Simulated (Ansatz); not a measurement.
**Rh: geometry relaxation**

Rh (Fm-3m, 1 atom in the cell), computed with DFT r2SCAN, scalar-relativistic, plane waves, PAW, no spin polarisation (Ansatz 0.2.0).

The structure derives from an entry of the Crystallography Open Database. Figures and captions count atoms from 1; the log counts them from 0 in places.

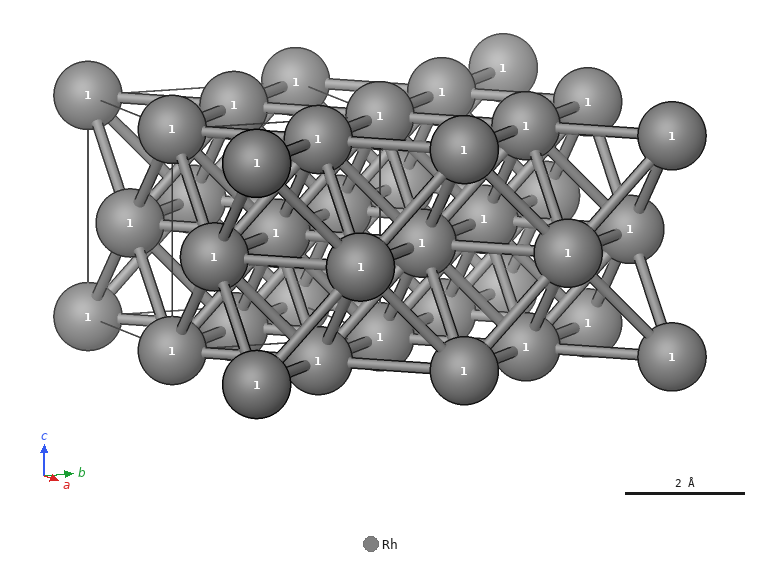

Figure 1. The starting structure (ball-and-stick view of the cell 4 times as large as that of the calculation, set on its symmetry axes, repeated 2 × 2 × 1, seen slightly off an axis; atoms are numbered from 1 in the order of the input).

Key numbers

| quantity | value |
| --- | --- |
| outcome | converged |
| space group (tolerance 0.01 Å) | Fm-3m (225) |
| electrons treated | 17 |
| free energy | −6415.2758 eV |
| Fermi energy | 22.276 eV |
| gap on the k-point mesh | none (metallic) |
| pressure | 0.00 GPa |
| final volume | 13.72 Å³ |
| largest force (length of the vector) at the end | under 0.001 eV/Å |
| final cell | a = 2.687 Å, b = 2.687 Å, c = 2.687 Å, α = 60.00°, β = 60.00°, γ = 60.00° |
| hardware | 1 thread of Arm Neoverse V2, 24 GiB of memory available, shared host |
| wall time | 14 s |
| peak memory | 0.35 GiB |

Input
```yaml
crystal:
  lattice:
    - [0.0, 1.89785, 1.89785]
    - [1.89785, 0.0, 1.89785]
    - [1.89785, 1.89785, 0.0]
  atoms:
    - { symbol: Rh, position: [0.0, 0.0, 0.0] }
basis:
  ecutwfc: 500
kpoints:
  mp_grid: { grid: [18, 18, 18] }
hamiltonian:
  xc: r2scan
scf:
  occupations: { method: gaussian, width: 0.1 }
output:
  forces: true
  stress: true
  eigenvalues: true
  write_density: true
  write_potential: true
  elf: true
  volumetric_format: npy
relax:
  adjacent_minimum: "off"
  f_tol: 0.005
  max_steps: 80
  cell: { stress_tol: 0.05 }
```

Command:
```bash
ansatz run input.yaml --threads 1 --pin off --max-ram 2560MiB --backend cpu --events-out ev --progress --plain --runs-dir out
```

Output
```
Engine: ansatz 0.2.0, aarch64-unknown-linux-gnu
Pseudopotentials: kind: paw
Pseudopotential: Rh, paw, valence charge 17, recommended cutoff 500 eV (meta_gga), Rh.paw.azcp
Functional definition: r2SCAN
  parameter k0 = 0.174
  parameter k1 = 0.065
  parameter a1 = 4.9479
  exchange = r2scan_x(k0 = k0, k1 = k1, a1 = a1)
  correlation = r2scan_c
Crystal: 1 atoms, lattice volume = 13.671 Å³
Basis set: ecut = 500 eV, 331 PW (Γ), exchange–correlation on 80×80×80 points (64 copies of the dense FFT grid, shifted against one another)
Bands: 13, of which v1, the nominal top of the filled ones, is band 9 counted from 1 (8 counted from 0)
Symmetry: 48 space group operations
Space group: Fm-3m (ITA 225), of the structure as read, at distance tolerance 2.4e-5 Å
k-points: 195 of 5832
Non-local potential: Rh, projectors of the file, l = 0: 3, l = 1: 2, l = 2: 2, l = 3: 1
PAW form: soft (Blöchl's): semilocal exchange-correlation on the pseudo side does not see the compensation charge
PAW frozen core: Rh, regenerated for the run's functional (the file was generated under x = pbe(κ = 0.804, μ = 0.2195149727645171), c = pbe(β = 0.06672455060314922))
PAW one-centre angular grid: Rh, 590 points (default); XC on 160 Gauss nodes
Initial density: superposition of atomic densities (neutral atoms: chi_scale 0, normalization atom), corrected by the library's trained network
Initial wavefunctions: pseudopotential atomic-orbital guess
Functional: x = r2scan, c = r2scan; τ floored in thin density (d = 2e-4 eV/Å³)
SCF iter   1: F=—  HF=-6415.264114 eV  |F-HF|=—  |Δ(HF+E_count)|=         —  Δρ=1.01e-2  dr2=3.74e-3  dr2_τ=9.97e-3  ethr=1.77e-3  ⟨swp⟩=5.2  Hψ=14350  notcnv=0
preconditioner: auto → none  [metal: Δε(μ)=0.017 eV  Ē_g=14.720 eV  σ=0.100 eV  W_gap=0.10  n_scr=0 (ndim 8)  ℏωp=30.1 eV  f_vac=0.000  D(μ)=1.35/eV (n_scr^D=14)]
SCF iter   2: F=—  HF=-6415.275306 eV  |F-HF|=—  |Δ(HF+E_count)|=   1.12e-2  Δρ=5.45e-3  dr2=1.22e-3  dr2_τ=1.79e-4  ethr=2.20e-5  ⟨swp⟩=2.0  Hψ=5782  notcnv=0  defer=61
SCF iter   3: F=—  HF=-6415.275657 eV  |F-HF|=—  |Δ(HF+E_count)|=   3.51e-4  Δρ=1.08e-3  dr2=1.57e-4  dr2_τ=1.57e-5  ethr=7.17e-6  ⟨swp⟩=2.3  Hψ=3614  notcnv=0  defer=61
SCF iter   4: F=—  HF=-6415.275635 eV  |F-HF|=—  |Δ(HF+E_count)|=   2.17e-5  Δρ=2.85e-4  dr2=3.71e-6  dr2_τ=3.11e-6  ethr=9.25e-7  ⟨swp⟩=2.6  Hψ=3867  notcnv=0  defer=61
SCF iter   5: F=—  HF=-6415.275638 eV  |F-HF|=—  |Δ(HF+E_count)|=   2.79e-6  Δρ=8.28e-5  dr2=3.09e-7  dr2_τ=7.32e-8  ethr=2.18e-8  ⟨swp⟩=2.9  Hψ=4392  notcnv=0  defer=61
SCF iter   6: F=-6415.275639 eV  HF=-6415.275639 eV  |F-HF|=8.60e-10  |Δ(HF+E_count)|=   7.37e-7  Δρ=1.02e-5  dr2=2.98e-9  dr2_τ=5.11e-9  ethr=5.88e-10  ⟨swp⟩=10.0  Hψ=17511  notcnv=0
SCF 1 converged in 6 iterations: F = -6415.275639 eV  dr2 = 2.98e-9
  greatest PAW one-centre occupation: 1.000 electrons in one spin orbital (limit 2), on the Rh atom at site 0 (counted from 0), in its partial waves of l = 0
relax step   1: F+E_penalty+E_count = -6415.27563890 eV  Δ(F+E_penalty+E_count) = +0.000e0 eV  max|allowed force component| = 0.000e0 eV/Å  Δτ_max = 0.0000 Å  P = +0.942 GPa  Ω = 13.671 Å³  (6 SCF iters, dr2 threshold 1.00e-7 eV, accepted)
Crystal: 1 atoms, lattice volume = 13.754 Å³
Basis set: ecut = 500 eV, 339 PW (Γ), exchange–correlation on 80×80×80 points (64 copies of the dense FFT grid, shifted against one another)
Initial density: handed on by an earlier stage of this run
Initial wavefunctions: those handed on with the density
iter 1 solved again at ethr=9.51e-7 eV; its pass at ethr=3.10e-3 eV (dr2=1.62e-4 eV) is discarded
SCF iter   1: F=—  HF=-6415.274486 eV  |F-HF|=—  |Δ(HF+E_count)|=         —  Δρ=1.09e-3  dr2=1.62e-4  dr2_τ=1.13e-3  ethr=9.51e-7  ⟨swp⟩=2.0  Hψ=16642  notcnv=0
preconditioner: auto → none  [metal: Δε(μ)=0.012 eV  Ē_g=14.633 eV  σ=0.100 eV  W_gap=0.06  n_scr=0 (ndim 8)  ℏωp=30.0 eV  f_vac=0.000  D(μ)=1.38/eV (n_scr^D=14)]
SCF iter   2: F=—  HF=-6415.275693 eV  |F-HF|=—  |Δ(HF+E_count)|=   1.21e-3  Δρ=9.09e-4  dr2=9.30e-5  dr2_τ=1.31e-5  ethr=9.51e-7  ⟨swp⟩=2.0  Hψ=3873  notcnv=0
SCF iter   3: F=—  HF=-6415.275666 eV  |F-HF|=—  |Δ(HF+E_count)|=   2.79e-5  Δρ=2.92e-4  dr2=7.75e-6  dr2_τ=9.28e-7  ethr=5.47e-7  ⟨swp⟩=2.3  Hψ=3565  notcnv=0
SCF iter   4: F=—  HF=-6415.275665 eV  |F-HF|=—  |Δ(HF+E_count)|=   6.32e-7  Δρ=1.28e-4  dr2=2.16e-6  dr2_τ=9.26e-8  ethr=4.56e-8  ⟨swp⟩=2.2  Hψ=3928  notcnv=0
SCF iter   5: F=—  HF=-6415.275664 eV  |F-HF|=—  |Δ(HF+E_count)|=   4.07e-7  Δρ=6.32e-5  dr2=5.29e-7  dr2_τ=1.52e-8  ethr=1.27e-8  ⟨swp⟩=1.2  Hψ=2680  notcnv=0
SCF iter   6: F=—  HF=-6415.275664 eV  |F-HF|=—  |Δ(HF+E_count)|=   1.06e-7  Δρ=2.83e-5  dr2=1.06e-7  dr2_τ=3.64e-9  ethr=3.11e-9  ⟨swp⟩=1.5  Hψ=2947  notcnv=0
SCF iter   7: F=-6415.275664 eV  HF=-6415.275664 eV  |F-HF|=1.88e-8  |Δ(HF+E_count)|=   2.07e-8  Δρ=1.44e-5  dr2=2.72e-8  dr2_τ=1.04e-9  ethr=5.88e-10  ⟨swp⟩=7.0  Hψ=12422  notcnv=0
SCF 2 converged in 7 iterations: F = -6415.275664 eV  dr2 = 2.72e-8
relax step   2: F+E_penalty+E_count = -6415.27566432 eV  Δ(F+E_penalty+E_count) = -2.542e-5 eV  max|allowed force component| = 0.000e0 eV/Å  Δτ_max = 0.0000 Å  P = -0.761 GPa  Ω = 13.754 Å³  energy of the carried Pulay correction = -1.826e-5 eV  (7 SCF iters, dr2 threshold 1.00e-7 eV, accepted)
Crystal: 1 atoms, lattice volume = 13.717 Å³
iter 1 solved again at ethr=1.74e-7 eV; its pass at ethr=3.10e-3 eV (dr2=2.95e-5 eV) is discarded
SCF iter   1: F=—  HF=-6415.275526 eV  |F-HF|=—  |Δ(HF+E_count)|=         —  Δρ=4.65e-4  dr2=2.91e-5  dr2_τ=2.26e-4  ethr=1.74e-7  ⟨swp⟩=2.0  Hψ=16640  notcnv=0
preconditioner: auto → none  [metal: Δε(μ)=0.013 eV  Ē_g=14.672 eV  σ=0.100 eV  W_gap=0.07  n_scr=0 (ndim 8)  ℏωp=30.1 eV  f_vac=0.000  D(μ)=1.36/eV (n_scr^D=14)]
SCF iter   2: F=—  HF=-6415.275766 eV  |F-HF|=—  |Δ(HF+E_count)|=   2.41e-4  Δρ=3.87e-4  dr2=1.68e-5  dr2_τ=2.33e-6  ethr=1.71e-7  ⟨swp⟩=2.0  Hψ=3881  notcnv=0
SCF iter   3: F=—  HF=-6415.275761 eV  |F-HF|=—  |Δ(HF+E_count)|=   4.77e-6  Δρ=1.26e-4  dr2=1.43e-6  dr2_τ=1.73e-7  ethr=9.89e-8  ⟨swp⟩=2.3  Hψ=3561  notcnv=0
SCF iter   4: F=—  HF=-6415.275761 eV  |F-HF|=—  |Δ(HF+E_count)|=   9.76e-8  Δρ=5.48e-5  dr2=3.96e-7  dr2_τ=1.68e-8  ethr=8.39e-9  ⟨swp⟩=2.1  Hψ=3909  notcnv=0
SCF iter   5: F=-6415.275761 eV  HF=-6415.275761 eV  |F-HF|=6.61e-8  |Δ(HF+E_count)|=   7.35e-8  Δρ=2.73e-5  dr2=9.84e-8  dr2_τ=2.88e-9  ethr=5.88e-10  ⟨swp⟩=6.0  Hψ=13460  notcnv=0
SCF 3 converged in 5 iterations: F = -6415.275761 eV  dr2 = 9.84e-8
relax step   3: F+E_penalty+E_count = -6415.27576116 eV  Δ(F+E_penalty+E_count) = -9.684e-5 eV  max|allowed force component| = 0.000e0 eV/Å  Δτ_max = 0.0000 Å  P = -0.006 GPa  Ω = 13.717 Å³  energy of the carried Pulay correction = -1.008e-5 eV  (5 SCF iters, dr2 threshold 1.00e-7 eV, accepted)
Initial wavefunctions: pseudopotential atomic-orbital guess (no wavefunctions were taken with the density)
iter 1 solved again at ethr=1.33e-8 eV; its pass at ethr=3.10e-3 eV (dr2=2.26e-6 eV) is discarded
SCF iter   1: F=—  HF=-6415.275771 eV  |F-HF|=—  |Δ(HF+E_count)|=         —  Δρ=2.87e-5  dr2=1.02e-7  dr2_τ=1.05e-8  ethr=1.33e-8  ⟨swp⟩=3.5  Hψ=21965  notcnv=0
preconditioner: auto → none  [metal: Δε(μ)=0.013 eV  Ē_g=14.669 eV  σ=0.100 eV  W_gap=0.07  n_scr=0 (ndim 8)  ℏωp=30.1 eV  f_vac=0.000  D(μ)=1.36/eV (n_scr^D=14)]
SCF iter   2: F=—  HF=-6415.275772 eV  |F-HF|=—  |Δ(HF+E_count)|=   3.05e-7  Δρ=9.01e-6  dr2=5.86e-9  dr2_τ=4.06e-9  ethr=6.00e-10  ⟨swp⟩=2.4  Hψ=3910  notcnv=0
SCF iter   3: F=—  HF=-6415.275772 eV  |F-HF|=—  |Δ(HF+E_count)|=  5.20e-10  Δρ=3.28e-6  dr2=4.20e-10  dr2_τ=2.21e-10  ethr=3.45e-11  ⟨swp⟩=2.3  Hψ=3589  notcnv=0
SCF iter   4: F=—  HF=-6415.275772 eV  |F-HF|=—  |Δ(HF+E_count)|=  3.08e-10  Δρ=5.76e-7  dr2=4.03e-11  dr2_τ=3.61e-12  ethr=2.47e-12  ⟨swp⟩=2.4  Hψ=4210  notcnv=0
SCF iter   5: F=-6415.275772 eV  HF=-6415.275772 eV  |F-HF|=5.46e-12  |Δ(HF+E_count)|=  1.00e-11  Δρ=2.03e-7  dr2=4.75e-12  dr2_τ=3.13e-13  ethr=1.00e-12  ⟨swp⟩=5.0  Hψ=9252  notcnv=0
SCF 4 converged in 5 iterations: F = -6415.275772 eV  dr2 = 4.75e-12
relax step   4: F+E_penalty+E_count = -6415.27577173 eV  Δ(F+E_penalty+E_count) = -1.057e-5 eV  max|allowed force component| = 0.000e0 eV/Å  Δτ_max = 0.0000 Å  P = -0.004 GPa  Ω = 13.717 Å³  stress off target by 4.39e-3 GPa  SCF on the basis re-selected at this cell (its energy is not comparable with the rows above)  (5 SCF iters)
```

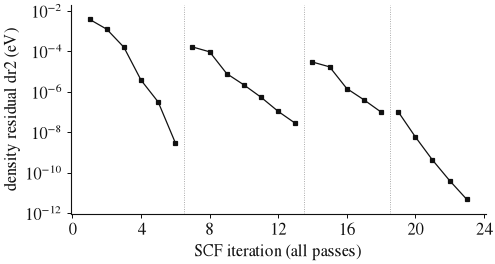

Figure 2. Convergence of the self-consistent field: density residual dr2 against the SCF iteration. The dotted lines part the SCF passes of the relaxation: geometry steps, rejected trials and re-solves on a re-selected basis. The passes take 6, 7, 5 and 5 iterations.

```
basis re-selected at this cell: Δ(F+E_penalty+E_count) = -1.057e-5 eV, ΔP = +0.002 GPa vs the last step (what re-selecting the basis moved, of the pressure what is left beyond the Pulay correction that the steps carried, after the strain that the cell walked since its last selection, with what the two solves' SCF thresholds leave and, on support functions, any second-order correction that the steps lacked; it is no measure of the basis error at this ecutwfc). This SCF's stress stands 4.39e-3 GPa from its target on what of the cell is left free (relax.cell.stress_tol is 5.00e-2 GPa) and its largest allowed force component is 0.00e0 eV/Å (relax.f_tol is 5.00e-3 eV/Å): within both
SCF converged after 5 iterations
Free energy (F): -6415.275772 eV
Harris-Foulkes:  -6415.275772 eV  (|F-HF|=5.46e-12)
Internal energy: -6415.268964 eV  (E = F + TS)
E sigma→0 (E₀):  -6415.272368 eV
Entropy (-TS):   -0.006808 eV (-6.808 meV/atom)
Fermi energy:    22.275759 eV
--- Per-component energies (eV) ---
  E_band       = -101.567722
  E_kinetic    = 573.197409
  E_local      = -1561.128019  (includes V_loc(G=0)·N_el)
  E_nonlocal   = 355.303052
  E_hartree    = 549.334825
  E_xc         = -216.846866
  E_vxc        = -314.182957  (∫ρ·V_xc dr)
  E_paw        = -3604.185125  (= ΣΔE_a)
  E_vpaw       = -274.681241  (= ΣTr[D̂ρ^β])
  E_aug_tail   = 0.000696  (compensation charges beyond the density's cutoff)
  E_vtau       = 21.253788  (kinetic-family band-sum trace: ∫τ·v_τ [+ j·A + Jᵃ·Aᵃ] dr)
  E_ewald      = -2510.574977
  E_core_change = -0.369959  (= ΣΔE_core)
  E_smearing   = -0.006808  (= −TS)
  E_closure    = 0.000000  (closes the sum)
  Σ components = -6415.275772   (vs F -6415.275772, Δ=0.00e0)
--- Forces (eV/Å), atoms counted from 1 ---
  atom   1  Rh    -0.00000000     0.00000000     0.00000000
  max |Σ_I F_I| component: 3.70e-32 eV/Å
--- Stress (GPa, compression-positive) ---
       -0.004395      -0.000000      -0.000000
       -0.000000      -0.004395      -0.000000
       -0.000000       0.000000      -0.004395
  P = ⅓ Tr σ = -0.0044 GPa (-0.044 kbar)
--- Band table (eV; the first three rows and the last of 195) ---
  k-point 0: bands = ["-58.8842", "-25.5179", "-25.5179", "-25.5179", "14.1048", "19.0888", "19.0888", "19.0888", "21.1895", "21.1895", "38.7469", "44.3960", "44.3960"]
  k-point 1: bands = ["-58.8805", "-25.5423", "-25.5212", "-25.5212", "14.2351", "19.0309", "19.1398", "19.1398", "21.1613", "21.1613", "38.9328", "43.7277", "44.5832"]
  k-point 2: bands = ["-58.8697", "-25.6122", "-25.5306", "-25.5306", "14.6082", "18.8869", "19.2727", "19.2727", "21.1015", "21.1015", "39.4309", "42.2980", "45.1278"]
  k-point 194: bands = ["-58.7189", "-26.0710", "-25.9929", "-25.8124", "17.0011", "17.8753", "18.8386", "21.0578", "23.3205", "31.6020", "33.1614", "34.1863", "35.5760"]
--- Relaxed structure (3 steps of the walk, 3 accepted, 1 SCFs on fresh bases) ---
  F+E_penalty+E_count = -6415.27577173 eV   max|allowed force component| = 0.000e0 eV/Å   (the final SCF, on the basis selected at the relaxed cell)
  cell:  # Å, volume = 13.7170 Å³
    - [-2.292917414803016e-34, 1.8999524445320957, 1.8999524445320957]
    - [1.8999524445320957, -3.311991821382133e-34, 1.8999524445320957]
    - [1.8999524445320957, 1.8999524445320957, -4.8406034312508105e-34]
  atoms:
    - { symbol: Rh, position: [0.0, 0.0, 0.0] }
```

Trajectory as extended XYZ (Å, eV, eV/Å), 4 frames, from step=1 to step=4
```
1
Lattice="0.0000 1.8979 1.8979 1.8979 0.0000 1.8979 1.8979 1.8979 0.0000" Properties=species:S:1:pos:R:3:forces:R:3 step=1 energy=-6415.27564 pressure_GPa=0.94
Rh    0.0000    0.0000    0.0000    0.0000   0.0000   0.0000
1
Lattice="0.0000 1.9017 1.9017 1.9017 0.0000 1.9017 1.9017 1.9017 0.0000" Properties=species:S:1:pos:R:3:forces:R:3 step=2 energy=-6415.27566 pressure_GPa=-0.76
Rh    0.0000    0.0000    0.0000    0.0000   0.0000   0.0000
1
Lattice="0.0000 1.9000 1.9000 1.9000 0.0000 1.9000 1.9000 1.9000 0.0000" Properties=species:S:1:pos:R:3:forces:R:3 step=3 energy=-6415.27576 pressure_GPa=-0.01
Rh    0.0000    0.0000    0.0000    0.0000   0.0000   0.0000
1
Lattice="0.0000 1.9000 1.9000 1.9000 0.0000 1.9000 1.9000 1.9000 0.0000" Properties=species:S:1:pos:R:3:forces:R:3 step=4 energy=-6415.27577 pressure_GPa=-0.00
Rh    0.0000    0.0000    0.0000    0.0000   0.0000   0.0000
```

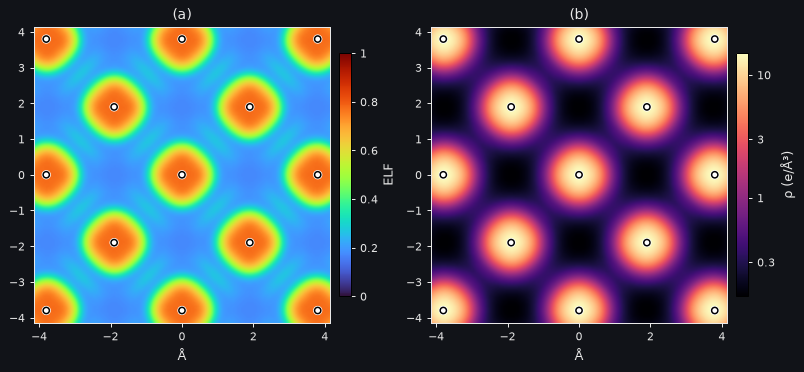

Figure 3. (a) ELF; (b) valence pseudo-density on the (001) plane of the conventional cell. Circles mark the nuclei in the plane (Rh). Atoms in the plane: Rh. Rh–Rh (2.69 Å): the density is about 0.36 e/Å³ at the midpoint; the ELF is about 0.25 at the midpoint; no shared electron pair. Away from the nuclei the density in this plane falls to 0.16 e/Å³ at its lowest. The strong features right at Rh lie inside the PAW spheres (semicore, d or f shells) and say nothing about bonding. The fields are those of the smooth PAW valence density.

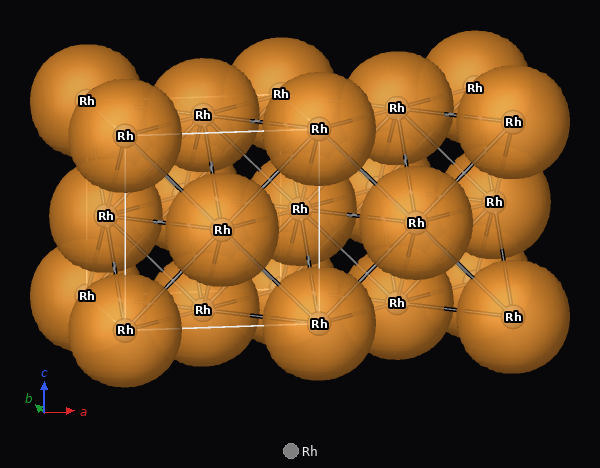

Figure 4. Isosurface of the valence electron density at 0.5 e/Å³ (orange), seen slightly off an axis. Sticks mark near contacts. The outline is the cell set on symmetry axes. At this value the density breaks into separate islands; it holds about 85 % of the electrons treated as valence (semicore included). It is pinched off along the Rh–Rh (2.69 Å) contacts. On the grid the lowest density along these lines, outside the cores, is 0.36 e/Å³ (Rh–Rh, 2.69 Å).
